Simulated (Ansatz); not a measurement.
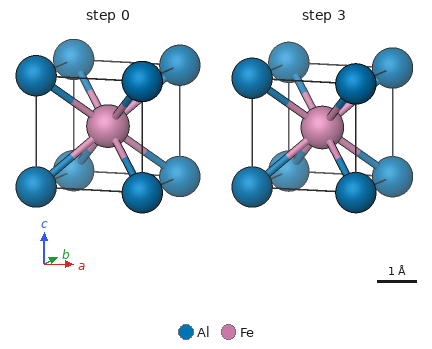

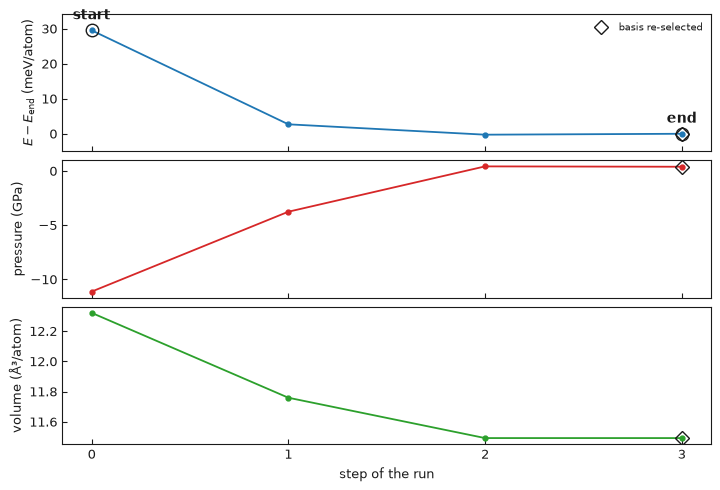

First and last geometry of a relaxation of a crystal of AlFe (set up in Pm-3m) (coarse preliminary run), with the history of the run. A ball-and-stick model of the cell of the calculation, seen slightly off an axis.

All numbers below come from DFT PBEsol, scalar-relativistic, plane waves, PAW (Ansatz 0.2.0). (plane-wave cutoff 420 eV; k-point mesh 6 × 6 × 6; occupations gaussian; smearing width 0.1 eV; collinear spin; cell and atoms relaxed; force threshold 0.05 eV/Å; at most 80 steps)

Question: Did the run converge, and what did it change?

Answer: It converged. No atom moves by more than 0.005 Å relative to the cell. Cell: a = b = c 2.910 → 2.843 Å (−2.3 %). Volume −6.7 %. Near-neighbour distances that change, for instance: Al–Fe 2.520 → 2.462 Å. The space group stays Pm-3m (No. 221). After 2 accepted moves (3 points after the start) the energy has fallen by 29.5 meV per atom. All forces vanish by symmetry, so only the cell relaxes. The pressure goes from −11.12 to 0.39 GPa. At 1 point the geometry stayed and the basis and grid were re-selected for the new cell (energy shift of 0.3 meV per atom at most each time). The run took 5.8 s on 1 thread of Arm Neoverse V1, with other jobs on the host, peak memory 0.28 GiB.
